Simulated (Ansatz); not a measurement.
## WS₂: a changed input and its effect

System: WS₂ (6 atoms in the cell).
Method of the first run: DFT PBEsol+D3(BJ), scalar-relativistic, plane waves, PAW, no spin polarisation (Ansatz 0.2.0).

The structure derives from a Materials Project entry. Text and figures count atoms from 1; the logs count them from 0 in places.

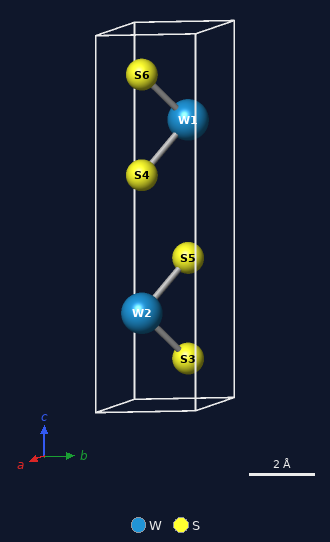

The structure as given in the input (ball-and-stick view of the cell of the calculation, seen slightly off an axis; atoms are numbered from 1 in the order of the input). An atom can appear more than once, as a periodic image. Near neighbours in the periodic cell (some may lie outside the picture): W has 6 S at 2.39 Å; S has 3 W at 2.39 Å.

The input, the first run:
```yaml
crystal:
  lattice:
    - [3.114591403, 0.0, 0.0]
    - [-1.5572957015, 2.6973152774, 0.0]
    - [0.0, 0.0, 11.7770690599]
  atoms:
    - { symbol: W, position: [0.3333333333, 0.6666666667, 0.7498630965] }
    - { symbol: W, position: [0.6666666667, 0.3333333333, 0.2501369035] }
    - { symbol: S, position: [0.3333333333, 0.6666666667, 0.1166360657] }
    - { symbol: S, position: [0.6666666667, 0.3333333333, 0.6163640561] }
    - { symbol: S, position: [0.3333333333, 0.6666666667, 0.3836359439] }
    - { symbol: S, position: [0.6666666667, 0.3333333333, 0.8833639343] }
basis:
  ecutwfc: 420
kpoints:
  mp_grid: { grid: [12, 12, 4] }
  band_path: { path: [VBM, CBM], npoints: 2 }
hamiltonian:
  xc: pbesol
  dispersion: d3bj
scf:
  occupations: { method: gaussian, width: 0.02 }
output:
  forces: true
  stress: true
  eigenvalues: true
checkpoint:
  read: start.run
  write: ck
  compress: false
  write_wavefunctions: false
  write_every: 100000
```

Launched with:
```bash
ansatz run input.yaml --threads 1 --pin off --max-ram 2560MiB --backend cpu --events-out ev --progress --plain --runs-dir out
```

Hardware: 1 thread of Intel Xeon (Sapphire Rapids), 32 GiB of memory available, shared host.

Output, shortened to warnings, some set-up lines, iterations and results (the first run):
```
Basis set: ecut = 420 eV, 1923 PW (Γ), exchange–correlation on 48×48×160 points (8 copies of the dense FFT grid, shifted against one another)
Symmetry: 12 space group operations
k-points: 69 of 576
Initial density: read from a saved state, or passed on in memory by an earlier SCF of this step, an earlier step, the calling program or the single point that the run made first
[...]
SCF iter   1: F=—  HF=-24060.555939 eV  |F-HF|=—  |Δ(HF+E_count)|=         —  Δρ=2.93e-6  dr2=9.68e-9  ethr=2.29e-7  ⟨swp⟩=3.0  Hψ=16204  notcnv=0
SCF iter   2: F=—  HF=-24060.555939 eV  |F-HF|=—  |Δ(HF+E_count)|=   5.32e-8  Δρ=1.84e-6  dr2=3.87e-9  ethr=1.86e-11  ⟨swp⟩=7.1  Hψ=10247  notcnv=0
SCF iter   3: F=-24060.555939 eV  HF=-24060.555939 eV  |F-HF|=2.51e-10  |Δ(HF+E_count)|=   4.51e-9  Δρ=7.88e-7  dr2=9.63e-10  ethr=7.44e-12  ⟨swp⟩=1.8  Hψ=6204  notcnv=0
SCF 1 converged in 3 iterations: F = -24060.555939 eV  dr2 = 9.63e-10
NSCF: frozen V_eff on 34 k-points
NSCF: frozen V_eff on 34 k-points
NSCF: frozen V_eff on 34 k-points
NSCF: frozen V_eff on 10 k-points
NSCF: frozen V_eff on 14 k-points
NSCF: frozen V_eff on 14 k-points
NSCF: frozen V_eff on 11 k-points
NSCF: frozen V_eff on 23 k-points
NSCF: frozen V_eff on 4 k-points
NSCF: frozen V_eff on 10 k-points
NSCF: frozen V_eff on 16 k-points
NSCF: frozen V_eff on 3 k-points
NSCF: frozen V_eff on 3 k-points
SCF converged after 3 iterations
Free energy (F): -24060.555939 eV
Harris-Foulkes:  -24060.555939 eV  (|F-HF|=2.51e-10)
Internal energy: -24060.555939 eV  (E = F + TS)
E sigma→0 (E₀):  -24060.555939 eV
Fermi energy:    13.370192 eV
--- Per-component energies (eV) ---
  E_band       = -314.600859
  E_kinetic    = 1338.588219
  E_local      = -3124.884972  (includes V_loc(G=0)·N_el)
  E_nonlocal   = 120.985677
  E_hartree    = 1229.376583
  E_xc         = -919.647317
  E_vxc        = -832.962587  (∫ρ·V_xc dr)
  E_paw        = -19209.286123  (= ΣΔE_a)
  E_vpaw       = -275.079356  (= ΣTr[D̂ρ^β])
  E_aug_tail   = -0.000130  (compensation charges beyond the density's cutoff)
  E_ewald      = -3493.881927
  E_disp       = -2.497329  (pairwise vdW)
  E_core_change = 0.691382  (= ΣΔE_core)
  E_smearing   = -0.000000  (= −TS)
  E_closure    = 0.000000  (closes the sum)
  Σ components = -24060.555939   (vs F -24060.555939, Δ=0.00e0)
--- Forces (eV/Å), atoms counted from 1 ---
  atom   1  W     -0.00000000    -0.00000000     0.00203010
  atom   2  W      0.00000000     0.00000000    -0.00203010
  atom   3  S      0.00000000    -0.00000000    -0.00312914
  atom   4  S     -0.00000000     0.00000000     0.00078165
  atom   5  S     -0.00000000    -0.00000000    -0.00078165
  atom   6  S      0.00000000     0.00000000     0.00312914
  max |Σ_I F_I| component: 4.63e-18 eV/Å
--- Stress (GPa, compression-positive) ---
        0.012586       0.000000      -0.000000
        0.000000       0.012586      -0.000000
       -0.000000      -0.000000      -0.027764
  P = ⅓ Tr σ = -0.0009 GPa (-0.009 kbar)
```

The input of the second run differs as follows (lines with − go, lines with + come):
```diff
-    - [3.114591403, 0.0, 0.0]
-    - [-1.5572957015, 2.6973152774, 0.0]
-    - [0.0, 0.0, 11.7770690599]
+    - [3.083445489, 0.0, 0.0]
+    - [-1.5417227445, 2.6703421246, 0.0]
+    - [0.0, 0.0, 11.8126734316]
-    - { symbol: W, position: [0.3333333333, 0.6666666667, 0.7498630965] }
-    - { symbol: W, position: [0.6666666667, 0.3333333333, 0.2501369035] }
-    - { symbol: S, position: [0.3333333333, 0.6666666667, 0.1166360657] }
-    - { symbol: S, position: [0.6666666667, 0.3333333333, 0.6163640561] }
-    - { symbol: S, position: [0.3333333333, 0.6666666667, 0.3836359439] }
-    - { symbol: S, position: [0.6666666667, 0.3333333333, 0.8833639343] }
+    - { symbol: W, position: [0.3333333333, 0.6666666667, 0.7499960427] }
+    - { symbol: W, position: [0.6666666667, 0.3333333333, 0.2500039573] }
+    - { symbol: S, position: [0.3333333333, 0.6666666667, 0.1159101659] }
+    - { symbol: S, position: [0.6666666667, 0.3333333333, 0.6159021297] }
+    - { symbol: S, position: [0.3333333333, 0.6666666667, 0.3840978703] }
+    - { symbol: S, position: [0.6666666667, 0.3333333333, 0.8840898341] }
```

Predict how the results change.

With the same functional and potentials, the second run lies 3.5 meV per atom higher. The pressure goes from 0.00 to 2.28 GPa. The volume per atom goes from 16.49 to 16.21 Å³. The irreducible k-points go from 69 to 57. The plane waves at Γ go from 1923 to 1887.

Output, shortened to warnings, some set-up lines, iterations and results (the second run):
```
Warning: the atoms were moved onto the symmetric positions of the space group found under crystal.symmetry.tolerance 1.0e-5 (fractional; no operation is sought that the atoms, as they stand in a round, miss by more than twice it, and no atom is moved by as much as it), and the run uses the moved positions. Before a round's move an operation carried an atom to 9.49e-5 Å from where it should land, …
Warning: checkpoint.read: the run can stay near the saved state's solution: 6 site(s) moved relative to the saved geometry (max |Δs| = 4.018e-6 fractional); the SCF starts from the saved state under `checkpoint.density_extrapolation: transplant`, in force with no word given. A run without `checkpoint.read` takes nothing of the state. A lower free energy from it at the same positions (and U, V and …
Basis set: ecut = 420 eV, 1887 PW (Γ), exchange–correlation on 48×48×160 points (8 copies of the dense FFT grid, shifted against one another)
Symmetry: 24 space group operations
k-points: 57 of 576
Initial density: read from a saved state, or passed on in memory by an earlier SCF of this step, an earlier step, the calling program or the single point that the run made first, carried with its atoms to this geometry
[...]
SCF iter   1: F=—  HF=-24060.535143 eV  |F-HF|=—  |Δ(HF+E_count)|=         —  Δρ=9.73e-7  dr2=4.81e-10  ethr=2.40e-7  ⟨swp⟩=3.1  Hψ=13433  notcnv=0
SCF iter   2: F=—  HF=-24060.535102 eV  |F-HF|=—  |Δ(HF+E_count)|=   4.16e-5  Δρ=4.77e-7  dr2=1.36e-10  ethr=1.00e-12  ⟨swp⟩=7.1  Hψ=8352  notcnv=0
SCF iter   3: F=-24060.535102 eV  HF=-24060.535102 eV  |F-HF|=7.28e-12  |Δ(HF+E_count)|=  2.55e-11  Δρ=3.11e-7  dr2=4.82e-11  ethr=1.00e-12  ⟨swp⟩=1.0  Hψ=3876  notcnv=0
SCF 1 converged in 3 iterations: F = -24060.535102 eV  dr2 = 4.82e-11
NSCF: frozen V_eff on 28 k-points
NSCF: frozen V_eff on 28 k-points
NSCF: frozen V_eff on 28 k-points
NSCF: frozen V_eff on 12 k-points
NSCF: frozen V_eff on 10 k-points
NSCF: frozen V_eff on 10 k-points
NSCF: frozen V_eff on 8 k-points
NSCF: frozen V_eff on 16 k-points
NSCF: frozen V_eff on 3 k-points
NSCF: frozen V_eff on 7 k-points
NSCF: frozen V_eff on 11 k-points
NSCF: frozen V_eff on 2 k-points
NSCF: frozen V_eff on 3 k-points
SCF converged after 3 iterations
Free energy (F): -24060.535102 eV
Harris-Foulkes:  -24060.535102 eV  (|F-HF|=7.28e-12)
Internal energy: -24060.535102 eV  (E = F + TS)
E sigma→0 (E₀):  -24060.535102 eV
Fermi energy:    13.594472 eV
--- Per-component energies (eV) ---
  E_band       = -299.736783
  E_kinetic    = 1341.084941
  E_local      = -3110.453929  (includes V_loc(G=0)·N_el)
  E_nonlocal   = 121.100241
  E_hartree    = 1228.997217
  E_xc         = -920.632180
  E_vxc        = -834.244579  (∫ρ·V_xc dr)
  E_paw        = -19209.419596  (= ΣΔE_a)
  E_vpaw       = -275.217799  (= ΣTr[D̂ρ^β])
  E_aug_tail   = -0.000129  (compensation charges beyond the density's cutoff)
  E_ewald      = -3509.362114
  E_disp       = -2.540935  (pairwise vdW)
  E_core_change = 0.691382  (= ΣΔE_core)
  E_smearing   = -0.000000  (= −TS)
  E_closure    = -0.000000  (closes the sum)
  Σ components = -24060.535102   (vs F -24060.535102, Δ=0.00e0)
--- Forces (eV/Å), atoms counted from 1 ---
  atom   1  W     -0.00000000     0.00000000     0.00000000
  atom   2  W     -0.00000000    -0.00000000     0.00000000
  atom   3  S      0.00000000     0.00000000    -0.00032902
  atom   4  S      0.00000000    -0.00000000    -0.00032902
  atom   5  S      0.00000000     0.00000000     0.00032902
  atom   6  S      0.00000000    -0.00000000     0.00032902
  max |Σ_I F_I| component: 2.31e-18 eV/Å
--- Stress (GPa, compression-positive) ---
        3.419856       0.000000       0.000000
        0.000000       3.419856       0.000000
        0.000000       0.000000      -0.009534
  P = ⅓ Tr σ = 2.2767 GPa (22.767 kbar)
```

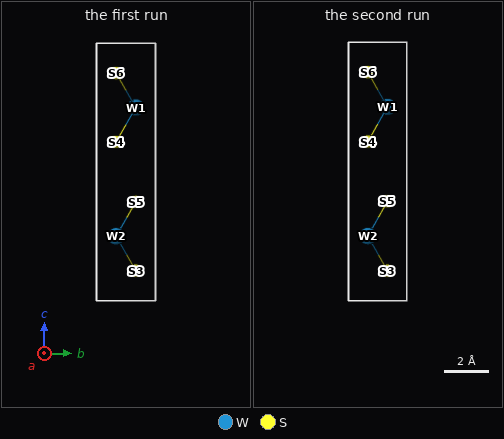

The two input geometries at one scale (ball-and-stick view of the cell of the calculation, along the a axis). The largest moves relative to the cell, 0.009 Å, are those of S3 and S6. By element the largest moves are S 0.009 Å, W 0.002 Å. (The mean shift of all atoms is removed.) Cell: a = b 3.115 → 3.083 Å (−1.0 %), c 11.777 → 11.813 Å (+0.3 %). Volume −1.7 %. Among the contacts that change: W1–S4 2.389 → 2.383 Å.

The two runs side by side:

| quantity | the first run | the second run |
| --- | --- | --- |
| outcome | converged | converged |
| free energy per atom (eV) | −4010.0927 | −4010.0892 |
| gap on the mesh (eV) | 0.66 | 0.67 |
| pressure (GPa) | 0.00 | 2.28 |
| volume per atom (Å³) | 16.49 | 16.21 |
| largest force (eV/Å) | 0.003 | 0.000 |
| irreducible k-points | 69 | 57 |
| plane waves at Γ | 1923 | 1887 |
| wall time (shared host) | 15 s | 12 s |

For both runs: Spin–orbit coupling is left out, which matters for W. For the second run: Warnings: the structure was made exactly symmetric.
